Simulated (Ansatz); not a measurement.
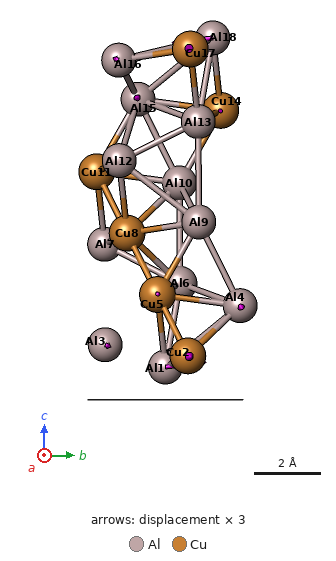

A relaxation of a slab of composition Al$_{2}$Cu (cut from the I4/mcm phase). The starting structure is drawn; purple arrows show the displacements, magnified 3 times.

The picture is a ball-and-stick view of the cell of the calculation, outlined in the plane, without the vacuum (origin shifted), seen along the a axis.

Case: (1 0 1) slab, atoms relaxed. The slab is the (1 0 1) face of Al2Cu.

Level of theory: Ansatz 0.2.0, DFT PBEsol, scalar-relativistic, plane waves, PAW. (plane-wave cutoff 420 eV; k-point mesh 7 × 7 × 1; occupations gaussian; smearing width 0.1 eV; no spin polarisation; dipole correction; atoms relaxed in a fixed cell; force threshold 0.02 eV/Å; at most 60 steps)

Question: Which element moves most?

Answer: Aluminium: up to 0.44 Å, against 0.11 Å for copper.

Question: Describe the change and its energy.

Answer: After 5 geometry steps the energy has fallen by 0.140 eV per cell of the calculation. Largest force component: 0.32 eV/Å at the start, 0.0061 eV/Å at the end. The largest moves relative to the layer's centre, 0.44 Å, are those of Al1 and Al18. Al1 goes within the plane. Largest moves by element: Al 0.44 Å, Cu 0.11 Å. The cell doesn't change. Some distances before and after: Al15–Al18 3.188 → 2.842 Å, Al16–Al18 3.188 → 2.881 Å, Al1–Cu2 2.557 → 2.456 Å, Cu14–Cu17 2.414 → 2.490 Å. Among the angles between lasting bonds that change: Cu2–Al1–Cu2 145.0° → 161.0°, Cu2–Al1–Al6 103.7° → 110.1°, Cu17–Al16–Cu17 145.0° → 148.9°.
